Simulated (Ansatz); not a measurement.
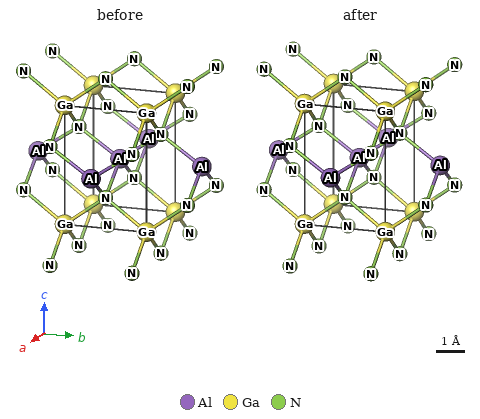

The structure of crystalline AlGaN$_{2}$ (set up in Pmm2) before (left) and after (right) a relaxation, at one scale.

The picture is a ball-and-stick view of the cell of the calculation, seen slightly off an axis.

Case: uniaxial strain along a of -4.0 %; b, c and atoms relaxed.

Method: Ansatz 0.2.0, DFT LDA, scalar-relativistic, plane waves, PAW.

Input
```yaml
crystal:
  lattice:
    - [2.9906750082, 0.0, 0.0]
    - [0.0, 3.1464393316, 0.0]
    - [0.0, 0.0, 4.4281735028]
  atoms:
    - { symbol: Al, position: [0.5, 0.5, 0.5012485388] }
    - { symbol: Ga, position: [0.0, 0.0, 0.0015197426] }
    - { symbol: "N", position: [0.5, 0.0, 0.7389745811] }
    - { symbol: "N", position: [0.0, 0.5, 0.2582571374] }
basis:
  ecutwfc: 420
kpoints:
  mp_grid: { grid: [8, 8, 6] }
hamiltonian:
  xc: lda
scf:
  occupations: { method: gaussian, width: 0.02 }
output:
  forces: true
  stress: true
  eigenvalues: true
relax:
  adjacent_minimum: "off"
  f_tol: 0.008
  max_steps: 40
  cell: { stress_tol: 0.015, fix: [a, angles] }
```

Run as
```bash
ansatz run input.yaml --threads 1 --pin off --max-ram 2560MiB --backend cpu --events-out ev --progress --plain --runs-dir out
```

**Summarise the run.**

The energy falls by 4.4 meV per atom in 5 accepted moves (8 points after the start). The largest force component goes from 0.38 to under 0.0001 eV/Å. Pressure: 4.83 GPa at the start and 4.56 GPa at the end. The line search rejected the trial step at point 4 of the run. The SCF was repeated twice at an unchanged geometry on a basis and grid sized afresh for the cell, which shifted the energy by less than 0.05 meV per atom at most. The largest move relative to the cell is that of N4, 0.008 Å along −c. Largest moves by element: N 0.008 Å, Ga 0.007 Å, Al 0.006 Å. Cell: a unchanged at 2.991 Å, b 3.146 → 3.103 Å (−1.4 %), c 4.428 → 4.487 Å (+1.3 %). Volume −0.1 %. Near-neighbour distances that change, for instance: Ga2–N4 1.941 → 1.924 Å, Ga2–N3 1.894 → 1.911 Å, Al1–N4 1.842 → 1.859 Å, Al1–N3 1.893 → 1.877 Å. The space group stays Pmm2 (No. 25).
